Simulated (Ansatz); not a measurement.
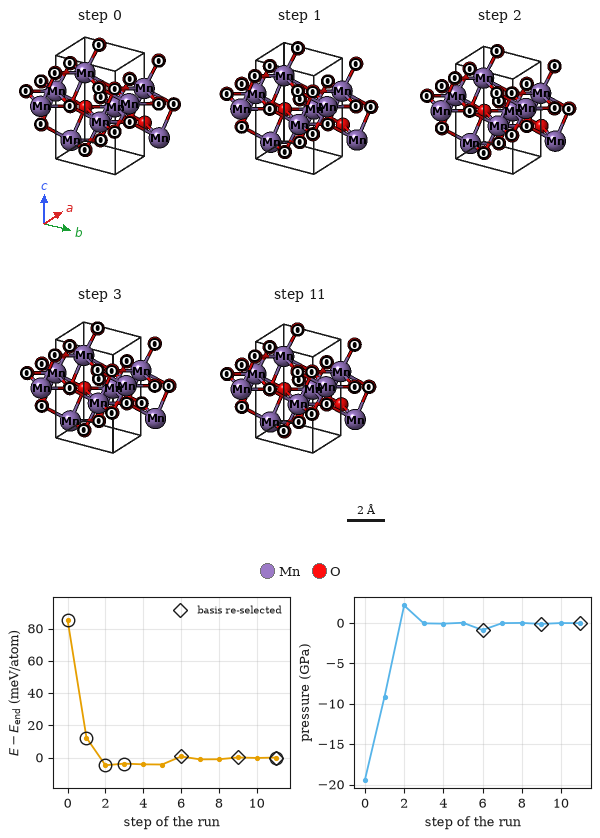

Frames of a relaxation of a crystal of MnO₂ (set up in Pmmn), marked on the history of the run. The picture is a ball-and-stick view of the cell of the calculation, seen from a free direction.

The run lets cell and atoms move.

These are results of Kohn-Sham DFT of a periodic cell, LDA, Ansatz PAW in Ansatz, not measurements.

The input:
```yaml
crystal:
  lattice:
    - [2.904158, 0.0, 0.0]
    - [0.0, 3.84481, 0.0]
    - [0.0, 0.0, 6.164264]
  atoms:
    - { symbol: Mn, position: [0.5, 0.5, 0.3433015], spin: 4.0 }
    - { symbol: Mn, position: [0.0, 0.0, 0.6566985], spin: 4.0 }
    - { symbol: O, position: [0.5, 0.0, 0.8375675] }
    - { symbol: O, position: [0.0, 0.5, 0.1624325] }
    - { symbol: O, position: [0.5, 0.0, 0.4217995] }
    - { symbol: O, position: [0.0, 0.5, 0.5782005] }
hamiltonian:
  xc: lda
  pseudopotentials: { kind: paw }
magnetization:
  spin_polarized: true
kpoints:
  mp_grid: { grid: [9, 7, 5] }
scf:
  occupations: { method: fermi_dirac, width: 0.05 }
output:
  forces: true
  stress: true
  eigenvalues: true
relax:
  f_tol: 0.01
  max_steps: 40
  cell: { stress_tol: 0.05 }
```

Launched with:
```bash
ansatz run input.yaml --threads 2 --pin off --max-ram 5632MiB --backend cpu --events-out ev --progress --plain --runs-dir out
```

Question: What happens along the run?

Answer: The energy falls by 85.3 meV per atom in 8 accepted moves (11 points after the start). The largest force component goes from 1.6 to 0.0047 eV/Å. The pressure goes from −19.41 to −0.03 GPa. The SCF was repeated 3 times at an unchanged geometry on a basis and grid sized afresh for the cell, which shifted the energy by 5.0 meV per atom at most. The largest moves relative to the cell, 0.090 Å, are those of O atoms. Largest moves by element: O 0.090 Å, Mn 0.044 Å. The drawn cell changes as follows: a 2.904 → 2.781 Å (−4.2 %), b 3.845 → 3.697 Å (−3.9 %), c 6.164 → 5.732 Å (−7.0 %); the volume changes by −14.4 %. Near-neighbour distances that change, for instance: Mn–O 1.982 → 1.903 Å, Mn–O 1.831 → 1.762 Å, Mn–O 2.051 → 1.995 Å. The space group stays Pmmn (No. 59). Cost: 2.6 min on 2 threads of Arm Neoverse V1, with other jobs on the host, peak memory 0.5 GiB. From step 0 to 1: O atoms move most (0.09 Å), volume −9.5 %, energy −73.0 meV per atom. From step 1 to 2: O atoms move most (0.03 Å), volume −6.7 %, energy −17.0 meV per atom. From step 2 to 3: O atoms move most (0.07 Å), volume +4.1 %, energy +1.0 meV per atom. From step 3 to 11: O atoms move most (0.05 Å), volume −2.6 %, energy +3.8 meV per atom.

Limits of the set-up: only the magnetic order of this start and cell was tried (total moment 5.9 μB per cell).
